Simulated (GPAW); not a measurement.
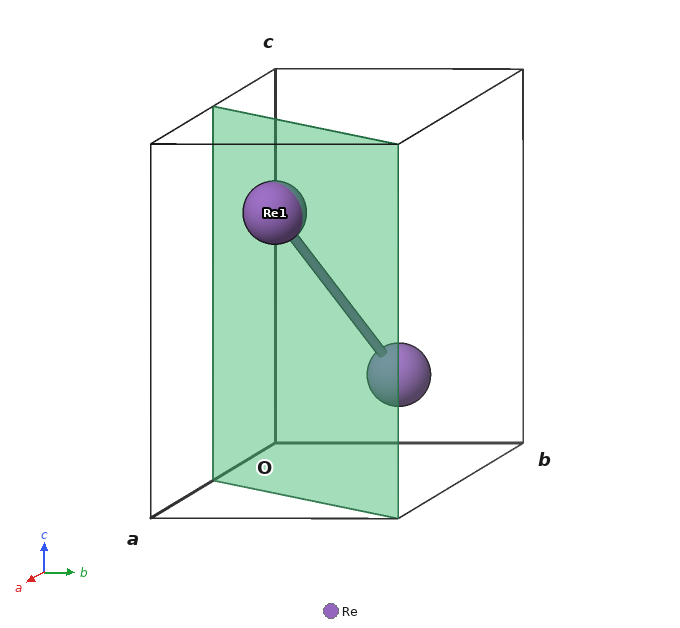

For Re, an entry of the Crystallography Open Database, as set up for an electronic-structure calculation: the shaded plane is a symmetry element of the crystal. All values are computed from the atomic coordinates in the standard setting (tolerance 0.002 Å).

a = 2.761 Å, b = 2.761 Å, c = 4.458 Å, α = 90.00°, β = 90.00°, γ = 120.00°.

```tsv
atom	x	y	z
Re1	0.6667	0.3333	0.7500
Re2	0.3333	0.6667	0.2500
```

### Is it a mirror or a glide plane, and what is the operation?

It is a mirror plane, parallel to (2 −1 0), through (0.700, 0.400, 1/2): x, y, z → −x+y+1, y, z.

### Onto which atom does it carry each atom (up to whole multiples of a, b and c)?

Re1 → Re1, Re2 → Re2.

### What is the crystal's space group?

P6₃/mmc (No. 194).
